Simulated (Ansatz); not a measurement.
# Geometry relaxation of Cu

Cu (slab, 3 atoms in the cell), computed with DFT PBE+D3(BJ), scalar-relativistic, plane waves, PAW, PAW set soft_1, no spin polarisation (Ansatz 0.2.0).

The structure derives from an entry of the Crystallography Open Database. The input holds or restrains some coordinates. Forces given for the steps count only the free coordinates. Figures and captions count atoms from 1; the log counts them from 0 in places.

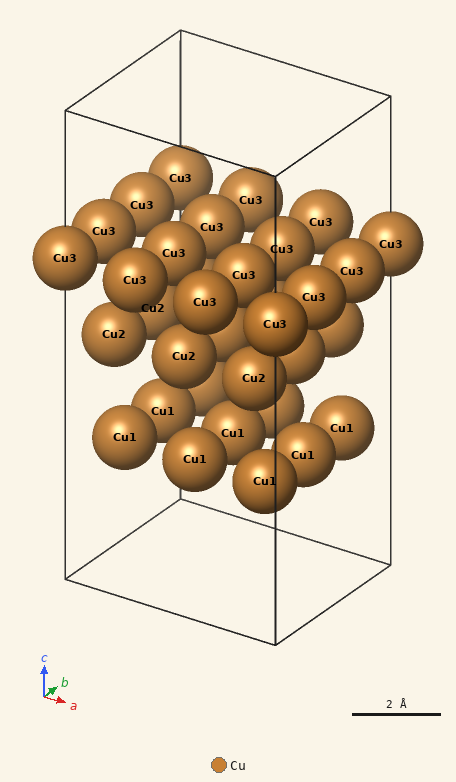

*The input geometry (spheres-only view of the 3 × 3 repeat of the cell, with the vacuum cut short, seen slightly off an axis; atoms are numbered from 1 in the order of the input). An atom can appear more than once, as a periodic image.*

**The input**
```yaml
crystal:
  lattice:
    - [2.5189143994, 0.0, 0.0]
    - [-1.2594571997, 2.1814438598, 0.0]
    - [0.0, 0.0, 18.1133699895]
  atoms:
    - { symbol: Cu, position: [0.6666666667, 0.3333333333, 0.3864548675] }
    - { symbol: Cu, position: [0.3333333333, 0.6666666667, 0.5] }
    - { symbol: Cu, position: [0.0, 0.0, 0.6135451325] }
basis:
  ecutwfc: 420
kpoints:
  mp_grid: { grid: [12, 12, 1] }
hamiltonian:
  xc: pbe
  pseudopotentials: { kind: paw, azcp: { folder: soft_1 } }
  dispersion: d3bj
scf:
  occupations: { method: gaussian, width: 0.1 }
output:
  forces: true
  eigenvalues: true
relax:
  adjacent_minimum: "off"
  f_tol: 0.03
  max_steps: 50
  constraints: [{ sites: [0] }]
efield:
  axis: 3
  dipole_correction: true
  ramp_width: 0.04
```

Launch command:
```bash
ansatz run input.yaml --threads 4 --pin off --max-ram 12288MiB --backend cpu --events-out ev --progress --plain --runs-dir out
```

**Output**
```
Engine: ansatz 0.2.0, aarch64-unknown-linux-gnu
Pseudopotentials: kind: paw
Pseudopotential: Cu, paw, valence charge 19, recommended cutoff 420 eV (normal), [file]
Functional definition: PBE
  parameter kappa = 0.804
  parameter beta = 0.06672455060314922
  exchange = pbe_x(kappa = kappa, mu = beta*pi^2/3)
  correlation = pbe_c(beta = beta)
Crystal: 3 atoms, lattice volume = 99.531 Å³
Basis set: ecut = 420 eV, 1963 PW (Γ), exchange–correlation on 36×36×250 points (8 copies of the dense FFT grid, shifted against one another)
Bands: 35, of which v1, the nominal top of the filled ones, is band 29 counted from 1 (28 counted from 0)
Symmetry: 6 space group operations
k-points: 19 of 144 (time reversal used)
Non-local potential: Cu, projectors of the file, l = 0: 3, l = 1: 2, l = 2: 3, l = 3: 1
PAW form: soft (Blöchl's): semilocal exchange-correlation on the pseudo side does not see the compensation charge
PAW one-centre angular grid: Cu, 590 points (default); XC on 64 Gauss nodes
Initial density: superposition of atomic densities (neutral atoms: chi_scale 0, normalization atom)
Initial wavefunctions: pseudopotential atomic-orbital guess
Functional: x = pbe(κ = 0.804, μ = 0.2195149727645171), c = pbe(β = 0.06672455060314922)
SCF iter   1: F=—  HF=-19878.263892 eV  |F-HF|=—  |Δ(HF+E_count)|=         —  Δρ=1.53e-1  dr2=1.40e1  ethr=3.10e-3  p=0.000 e·Å  D=8.77e-14 V/Å  ΔV_dip=-0.00 eV  dr2_dipole=6.48e-9  V_vac-E_F(+/−)=4.40/4.40 eV  ⟨swp⟩=8.3  Hψ=3058  notcnv=0
efield: sawtooth ramp at fractional position 0.9800 (placed from the atoms, in the widest stretch of the axis that holds none; the zero of the levels goes with the place), width 0.0400; the density the first Hamiltonian is built on has a dipole p = 0.000 e·Å; the dipole correction subtracts the counter field D = 8.77e-14 V/Å, which shifts the + side's vacuum level by -0.00 eV against the − side's; the planar-averaged density in the ramp window peaks in size at 6.1e-5 e/Å³
preconditioner: auto → LDOS  [metal: Δε(μ)=0.064 eV  Ē_g=7.932 eV  σ=0.100 eV  W_gap=0.33  n_scr=14 (ndim 8)  ℏωp=21.4 eV  f_vac=0.599  D(μ)=1.72/eV (n_scr^D=10)  β→1.0]
SCF iter   2: F=—  HF=-19890.116437 eV  |F-HF|=—  |Δ(HF+E_count)|=    1.19e1  Δρ=2.85e-1  dr2=4.20e1  ethr=3.10e-3  p=0.000 e·Å  D=2.83e-5 V/Å  ΔV_dip=-0.00 eV  dr2_dipole=1.55e-7  V_vac-E_F(+/−)=3.38/3.38 eV  ⟨swp⟩=4.0  Hψ=2178  notcnv=0  defer=24  recentre
SCF iter   3: F=—  HF=-19876.034532 eV  |F-HF|=—  |Δ(HF+E_count)|=    1.41e1  Δρ=5.12e-2  dr2=1.66e0  ethr=3.10e-3  p=-0.000 e·Å  D=-1.47e-5 V/Å  ΔV_dip=0.00 eV  dr2_dipole=3.71e-9  V_vac-E_F(+/−)=4.55/4.55 eV  ⟨swp⟩=4.0  Hψ=1884  notcnv=0  defer=30
SCF iter   4: F=—  HF=-19875.797412 eV  |F-HF|=—  |Δ(HF+E_count)|=   2.37e-1  Δρ=1.81e-2  dr2=1.98e-1  ethr=2.91e-3  p=-0.000 e·Å  D=-7.02e-6 V/Å  ΔV_dip=0.00 eV  dr2_dipole=1.42e-10  V_vac-E_F(+/−)=4.53/4.53 eV  ⟨swp⟩=2.0  Hψ=1173  notcnv=0  defer=28
SCF iter   5: F=—  HF=-19875.763360 eV  |F-HF|=—  |Δ(HF+E_count)|=   3.41e-2  Δρ=3.65e-3  dr2=8.48e-3  ethr=3.47e-4  p=-0.000 e·Å  D=-1.19e-5 V/Å  ΔV_dip=0.00 eV  dr2_dipole=3.20e-11  V_vac-E_F(+/−)=4.63/4.63 eV  ⟨swp⟩=2.0  Hψ=1172  notcnv=0  defer=28
SCF iter   6: F=—  HF=-19875.771504 eV  |F-HF|=—  |Δ(HF+E_count)|=   8.14e-3  Δρ=1.70e-3  dr2=2.97e-3  ethr=1.49e-5  p=-0.000 e·Å  D=-7.54e-6 V/Å  ΔV_dip=0.00 eV  dr2_dipole=7.89e-11  V_vac-E_F(+/−)=4.71/4.71 eV  ⟨swp⟩=2.1  Hψ=1048  notcnv=0  defer=28
SCF iter   7: F=—  HF=-19875.771960 eV  |F-HF|=—  |Δ(HF+E_count)|=   4.55e-4  Δρ=1.64e-4  dr2=5.46e-5  ethr=5.21e-6  p=-0.000 e·Å  D=-4.98e-6 V/Å  ΔV_dip=0.00 eV  dr2_dipole=2.73e-10  V_vac-E_F(+/−)=4.77/4.77 eV  ⟨swp⟩=2.0  Hψ=947  notcnv=0  defer=28
SCF iter   8: F=—  HF=-19875.772020 eV  |F-HF|=—  |Δ(HF+E_count)|=   6.06e-5  Δρ=1.79e-4  dr2=3.70e-5  ethr=3.95e-8  p=0.000 e·Å  D=1.38e-6 V/Å  ΔV_dip=-0.00 eV  dr2_dipole=2.63e-12  V_vac-E_F(+/−)=4.79/4.79 eV  ⟨swp⟩=11.7  Hψ=3297  notcnv=0
SCF iter   9: F=-19875.772018 eV  HF=-19875.772019 eV  |F-HF|=8.39e-7  |Δ(HF+E_count)|=   1.15e-6  Δρ=5.53e-5  dr2=2.78e-6  ethr=3.95e-8  p=-0.000 e·Å  D=-7.12e-6 V/Å  ΔV_dip=0.00 eV  dr2_dipole=1.07e-10  V_vac-E_F(+/−)=4.80/4.80 eV  ⟨swp⟩=6.1  Hψ=2630  notcnv=0
WARN: efield: at this solve's end the planar-averaged density reaches 5.90e-5 e/Å³ inside the ramp window [0.9248, 0.0752] (bound 1e-5 e/Å³), and -5.86e-5 e/Å³ on another of its planes; by the running means of the window's planes the mean density over a ramp is at most 1.24e-5 e/Å³, which is held to the bound (the quickstart, § The vacuum guard, A window that rings); the window's nearer edge stands 5.64 Å from this solve's nearest atom along the axis. Its work functions, free energy, forces, stress, dipole, levels and responses can be off, and this figure does not tell by how much. A short vacuum, a low `basis.ecutwfc` or `basis.ecutrho_ratio` and negative occupations (`scf.occupations.method`) can put density there. See the manual's quickstart, § The vacuum guard
SCF 1 converged in 9 iterations: F = -19875.772018 eV  dr2 = 2.78e-6
  greatest PAW one-centre occupation: 1.000 electrons in one spin orbital (limit 2), on the Cu atom at site 0 (counted from 0), in its partial waves of l = 0
relax step   1: F+E_penalty+E_count = -19875.77201821 eV  Δ(F+E_penalty+E_count) = +0.000e0 eV  max|allowed force component| = 4.464e-2 eV/Å  Δτ_max = 0.0000 Å  (9 SCF iters, dr2 threshold 2.25e-5 eV, accepted)
Initial density: handed on by an earlier stage of this run
Initial wavefunctions: those handed on with the density
iter 1 solved again at ethr=5.68e-7 eV; its pass at ethr=3.10e-3 eV (dr2=3.24e-4 eV) is discarded
SCF iter   1: F=—  HF=-19875.772418 eV  |F-HF|=—  |Δ(HF+E_count)|=         —  Δρ=7.49e-4  dr2=3.21e-4  ethr=5.68e-7  p=-0.000 e·Å  D=-6.46e-6 V/Å  ΔV_dip=0.00 eV  dr2_dipole=5.69e-7  V_vac-E_F(+/−)=4.80/4.80 eV  ⟨swp⟩=2.5  Hψ=2187  notcnv=0  defer=27
efield: sawtooth ramp at fractional position 0.9800 (handed on by an earlier solve), width 0.0400; the density the first Hamiltonian is built on has a dipole p = -0.000 e·Å; the dipole correction subtracts the counter field D = -6.46e-6 V/Å, which shifts the + side's vacuum level by +0.00 eV against the − side's; the planar-averaged density in the ramp window peaks in size at 6.2e-5 e/Å³
preconditioner: auto → LDOS  [metal: Δε(μ)=0.043 eV  Ē_g=8.690 eV  σ=0.100 eV  W_gap=0.24  n_scr=14 (ndim 8)  ℏωp=21.4 eV  f_vac=0.599  D(μ)=3.62/eV (n_scr^D=14)  β→1.0]
SCF iter   2: F=—  HF=-19875.772357 eV  |F-HF|=—  |Δ(HF+E_count)|=   6.10e-5  Δρ=4.58e-4  dr2=3.15e-4  ethr=5.64e-7  p=0.000 e·Å  D=3.93e-4 V/Å  ΔV_dip=-0.01 eV  dr2_dipole=5.32e-5  V_vac-E_F(+/−)=4.80/4.81 eV  ⟨swp⟩=2.0  Hψ=1133  notcnv=0  defer=27
SCF iter   3: F=—  HF=-19875.772334 eV  |F-HF|=—  |Δ(HF+E_count)|=   2.31e-5  Δρ=4.29e-4  dr2=1.58e-4  ethr=5.53e-7  p=0.000 e·Å  D=5.18e-5 V/Å  ΔV_dip=-0.00 eV  dr2_dipole=1.21e-5  V_vac-E_F(+/−)=4.81/4.81 eV  ⟨swp⟩=2.0  Hψ=971  notcnv=0  defer=27
SCF iter   4: F=—  HF=-19875.772321 eV  |F-HF|=—  |Δ(HF+E_count)|=   1.31e-5  Δρ=1.12e-4  dr2=4.48e-5  ethr=2.77e-7  p=0.000 e·Å  D=1.08e-4 V/Å  ΔV_dip=-0.00 eV  dr2_dipole=7.66e-6  V_vac-E_F(+/−)=4.80/4.81 eV  ⟨swp⟩=2.3  Hψ=926  notcnv=0  defer=27
SCF iter   5: F=—  HF=-19875.772305 eV  |F-HF|=—  |Δ(HF+E_count)|=   1.64e-5  Δρ=9.56e-5  dr2=2.20e-5  ethr=7.86e-8  p=0.000 e·Å  D=7.72e-5 V/Å  ΔV_dip=-0.00 eV  dr2_dipole=3.89e-6  V_vac-E_F(+/−)=4.81/4.81 eV  ⟨swp⟩=2.1  Hψ=749  notcnv=0  defer=27
SCF iter   6: F=—  HF=-19875.772304 eV  |F-HF|=—  |Δ(HF+E_count)|=   1.08e-6  Δρ=7.47e-5  dr2=7.26e-6  ethr=3.86e-8  p=0.000 e·Å  D=2.05e-5 V/Å  ΔV_dip=-0.00 eV  dr2_dipole=8.56e-7  V_vac-E_F(+/−)=4.81/4.81 eV  ⟨swp⟩=2.1  Hψ=865  notcnv=0  defer=27
SCF iter   7: F=—  HF=-19875.772304 eV  |F-HF|=—  |Δ(HF+E_count)|=   1.20e-7  Δρ=1.99e-5  dr2=6.46e-7  ethr=1.27e-8  p=0.000 e·Å  D=1.23e-6 V/Å  ΔV_dip=-0.00 eV  dr2_dipole=1.06e-7  V_vac-E_F(+/−)=4.81/4.81 eV  ⟨swp⟩=1.8  Hψ=754  notcnv=0  defer=27
SCF iter   8: F=—  HF=-19875.772304 eV  |F-HF|=—  |Δ(HF+E_count)|=   4.35e-7  Δρ=1.40e-5  dr2=3.20e-7  ethr=1.13e-9  p=-0.000 e·Å  D=-4.01e-6 V/Å  ΔV_dip=0.00 eV  dr2_dipole=4.89e-8  V_vac-E_F(+/−)=4.81/4.81 eV  ⟨swp⟩=2.1  Hψ=905  notcnv=0  defer=27
SCF iter   9: F=—  HF=-19875.772304 eV  |F-HF|=—  |Δ(HF+E_count)|=   1.32e-7  Δρ=7.28e-6  dr2=1.59e-7  ethr=5.62e-10  p=-0.000 e·Å  D=-2.67e-6 V/Å  ΔV_dip=0.00 eV  dr2_dipole=3.60e-8  V_vac-E_F(+/−)=4.81/4.81 eV  ⟨swp⟩=1.3  Hψ=653  notcnv=0  defer=27
SCF iter  10: F=-19875.772304 eV  HF=-19875.772304 eV  |F-HF|=1.85e-8  |Δ(HF+E_count)|=   3.14e-8  Δρ=4.65e-6  dr2=5.23e-8  ethr=1.75e-10  p=-0.000 e·Å  D=-3.35e-6 V/Å  ΔV_dip=0.00 eV  dr2_dipole=1.03e-8  V_vac-E_F(+/−)=4.81/4.81 eV  ⟨swp⟩=9.4  Hψ=2635  notcnv=0
WARN: efield: at this solve's end the planar-averaged density reaches -6.14e-5 e/Å³ inside the ramp window [0.9248, 0.0752] (bound 1e-5 e/Å³); by the running means of the window's planes the mean density over a ramp is at most 1.29e-5 e/Å³, which is held to the bound (the quickstart, § The vacuum guard, A window that rings); the window's nearer edge stands 5.63 Å from this solve's nearest atom along the axis. Its work functions, free energy, forces, stress, dipole, levels and responses can be off, and this figure does not tell by how much. A short vacuum, a low `basis.ecutwfc` or `basis.ecutrho_ratio` and negative occupations (`scf.occupations.method`) can put density there. See the manual's quickstart, § The vacuum guard
SCF 2 converged in 10 iterations: F = -19875.772304 eV  dr2 = 5.23e-8
relax step   2: F+E_penalty+E_count = -19875.77230436 eV  Δ(F+E_penalty+E_count) = -2.862e-4 eV  max|allowed force component| = 2.967e-2 eV/Å  Δτ_max = 0.0077 Å  (10 SCF iters, accepted)
```

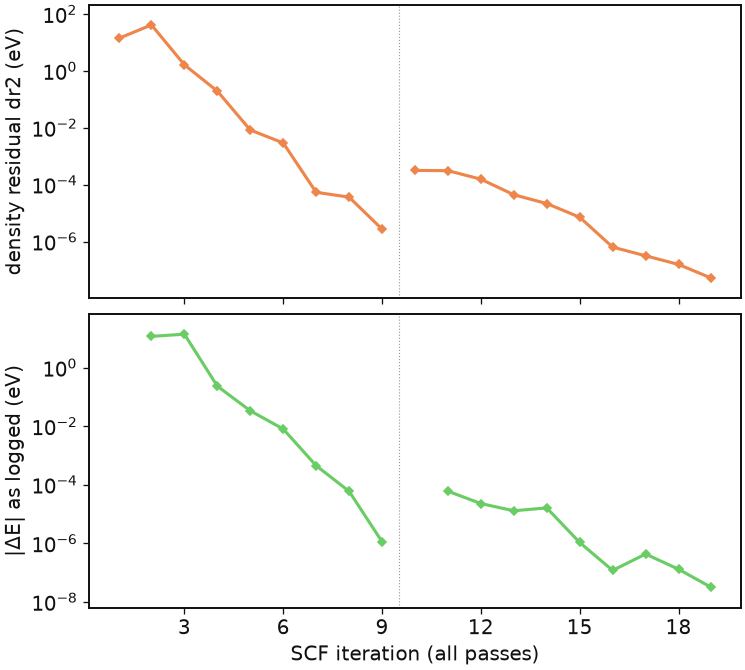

*Convergence of the self-consistent field: density residual dr2 and size of the energy change against the SCF iteration. The dotted lines part the SCF passes of the relaxation: geometry steps, rejected trials and re-solves on a re-selected basis.*

The passes take 9 and 10 iterations.

```
SCF converged after 10 iterations
Free energy (F): -19875.772304 eV
Harris-Foulkes:  -19875.772304 eV  (|F-HF|=1.85e-8)
Internal energy: -19875.754191 eV  (E = F + TS)
E sigma→0 (E₀):  -19875.763248 eV
Entropy (-TS):   -0.018113 eV (-6.038 meV/atom)
Fermi energy:    2.772522 eV
Dipole field:    D = -0.000197 V/Å  (p = -0.000108 e·Å, saw-weighted, corrected)
Work function:   Φ+ = 4.8106 eV   Φ− = 4.8069 eV
Levels:          The Fermi level and band energies are counted from a zero that moves with the ramp; work functions are not
Vacuum region:   at the solve's end the planar-averaged density reaches -6.14e-5 e/Å³ inside the ramp window [0.9248, 0.0752] (bound 1e-5 e/Å³); by the running means of the window's planes the mean density over a ramp is at most 1.29e-5 e/Å³, which is held to the bound (the quickstart, § The vacuum guard, A window that rings)
--- Per-component energies (eV) ---
  E_band       = -1868.986208
  E_kinetic    = 785.563037
  E_local      = -86613.358023  (includes V_loc(G=0)·N_el)
  E_nonlocal   = 2673.887820
  E_hartree    = 41891.046065
  E_xc         = -205.583570
  E_vxc        = -265.299634  (∫ρ·V_xc dr)
  E_paw        = -5448.974228  (= ΣΔE_a)
  E_vpaw       = -2231.851520  (= ΣTr[D̂ρ^β])
  E_aug_tail   = 0.002687  (compensation charges beyond the density's cutoff)
  E_efield     = 0.000000  (sawtooth field / dipole correction)
  E_vefield    = 0.000043  (∫n·V_field dr)
  E_ewald      = 27042.850828
  E_disp       = -1.188809  (pairwise vdW)
  E_smearing   = -0.018113  (= −TS)
  E_closure    = -0.000000  (closes the sum)
  Σ components = -19875.772304   (vs F -19875.772304, Δ=0.00e0)
--- Forces (eV/Å), atoms counted from 1 ---
  atom   1  Cu    -0.00000000    -0.00000000    -0.02976508
  atom   2  Cu     0.00000000    -0.00000000     0.00012683
  atom   3  Cu    -0.00000000     0.00000000     0.02967484
  max |Σ_I F_I| component: 3.66e-5 eV/Å
--- Band table (eV; the first three rows and the last of 19) ---
  k-point 0: bands = ["-109.9165", "-109.5904", "-109.5903", "-67.2753", "-67.2495", "-67.2495", "-66.9331", "-66.9331", "-66.9329", "-66.9329", "-66.9235", "-66.9178", "-6.1678", "-4.1076", "-2.6212", "-0.3380", "-0.3152", "-0.3152", "-0.2319", "-0.0379", "-0.0379", "0.0966", "0.0966", "0.6243", "0.6243", "0.9685", "0.9685", "1.1877", "1.1877", "1.1972", "2.5925", "6.9798", "7.6368", "8.3430", "10.5674"]
  k-point 1: bands = ["-109.9157", "-109.5897", "-109.5895", "-67.2743", "-67.2561", "-67.2511", "-66.9395", "-66.9394", "-66.9347", "-66.9345", "-66.9226", "-66.9174", "-5.9409", "-3.8949", "-2.4481", "-0.4453", "-0.3374", "-0.2935", "-0.2346", "-0.0204", "0.0183", "0.0583", "0.1790", "0.5666", "0.6056", "0.7024", "0.9263", "0.9637", "1.1883", "1.6336", "3.1343", "7.1781", "7.8623", "8.5354", "10.7833"]
  k-point 2: bands = ["-109.9136", "-109.5876", "-109.5874", "-67.2741", "-67.2715", "-67.2556", "-66.9572", "-66.9568", "-66.9392", "-66.9390", "-66.9202", "-66.9161", "-5.2805", "-3.3007", "-1.9933", "-0.6753", "-0.5174", "-0.3334", "-0.1004", "-0.0171", "0.0263", "0.1322", "0.3286", "0.4096", "0.4847", "0.6154", "0.8684", "0.9427", "1.1907", "2.2786", "4.2589", "7.7719", "8.5367", "9.1201", "11.4293"]
  k-point 18: bands = ["-109.9033", "-109.5775", "-109.5774", "-67.3187", "-67.3187", "-67.2587", "-67.0012", "-67.0009", "-67.0008", "-66.9988", "-66.9097", "-66.9096", "-1.2359", "-1.2186", "-1.2186", "-1.0393", "-1.0393", "-0.3509", "-0.0573", "-0.0572", "-0.0182", "0.0116", "0.5692", "0.5693", "1.0565", "1.0565", "1.0996", "6.6101", "6.6101", "7.0817", "7.7082", "9.1151", "9.1152", "11.1790", "11.1790"]
--- Relaxed structure (2 steps of the walk, 2 accepted, 0 SCFs on fresh bases) ---
  F+E_penalty+E_count = -19875.77230436 eV   max|allowed force component| = 2.967e-2 eV/Å
  atoms:
    - { symbol: Cu, position: [0.6666666666666666, 0.33333333333333337, 0.3864548675000001] }
    - { symbol: Cu, position: [0.33333333333333337, 0.6666666666666667, 0.5002117829286391] }
    - { symbol: Cu, position: [2.2637503077243126e-19, 2.2071733999914542e-34, 0.6139704602340885] }
```

**Trajectory as extended XYZ (Å, eV, eV/Å), 2 frames, from step=1 to step=2**
```
3
Lattice="2.5189 0.0000 0.0000 -1.2595 2.1814 0.0000 0.0000 0.0000 18.1134" Properties=species:S:1:pos:R:3:forces:R:3 step=1 energy=-19875.77202
Cu    1.2595    0.7271    7.0000    0.0000   0.0000  -0.0444
Cu    0.0000    1.4543    9.0567    0.0000   0.0000   0.0000
Cu    0.0000    0.0000   11.1134    0.0000   0.0000   0.0446
3
Lattice="2.5189 0.0000 0.0000 -1.2595 2.1814 0.0000 0.0000 0.0000 18.1134" Properties=species:S:1:pos:R:3:forces:R:3 step=2 energy=-19875.77230
Cu    1.2595    0.7271    7.0000    0.0000   0.0000  -0.0298
Cu    0.0000    1.4543    9.0605    0.0000   0.0000   0.0001
Cu    0.0000    0.0000   11.1211    0.0000   0.0000   0.0297
```

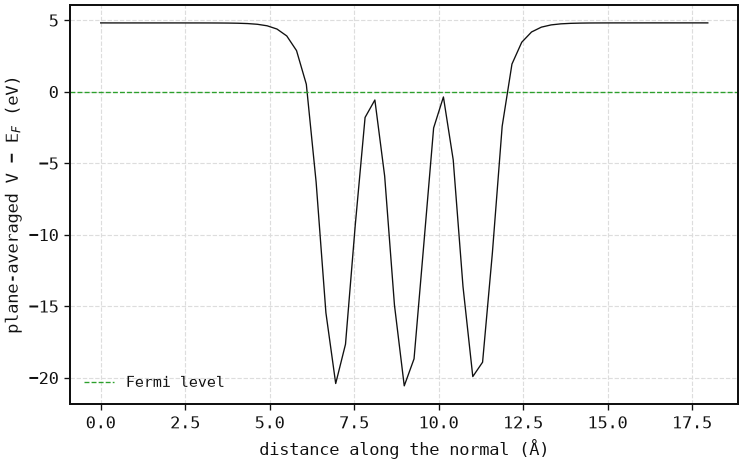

*Plane average of the electrostatic potential energy of an electron across the cell, from the Fermi level.*

The vacuum level lies 4.81 eV above the Fermi level.

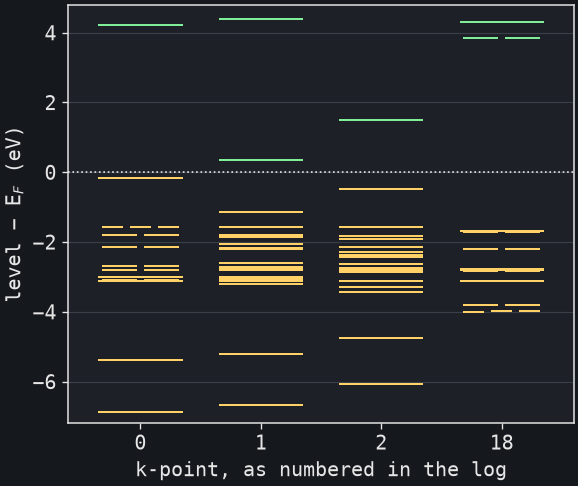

*Kohn–Sham levels near the Fermi level (dotted) at the few k-points that the log prints; levels within 0.02 eV of each other stand side by side.*

The system is metallic on the full mesh.

**Results in brief**

| quantity | value |
| --- | --- |
| outcome | converged under the restraints of the input |
| electrons treated | 57 |
| free energy | −19875.7723 eV |
| work function, top face | 4.81 eV |
| work function, bottom face | 4.81 eV |
| Fermi energy | 2.773 eV |
| gap on the k-point mesh | none (metallic) |
| final volume | 99.53 Å³ |
| work function (upper face) | 4.81 eV |
| largest force (length of the vector) at the end, held atoms and coordinates included | 0.030 eV/Å |
| hardware | 4 threads of Arm Neoverse V2, 24 GiB of memory available, shared host |
| wall time | 3.6 s (CPU time 14 s) |
| peak memory | 0.39 GiB |

Warnings of the run: the density in the vacuum is higher than it should be, so vacuum levels may be off.
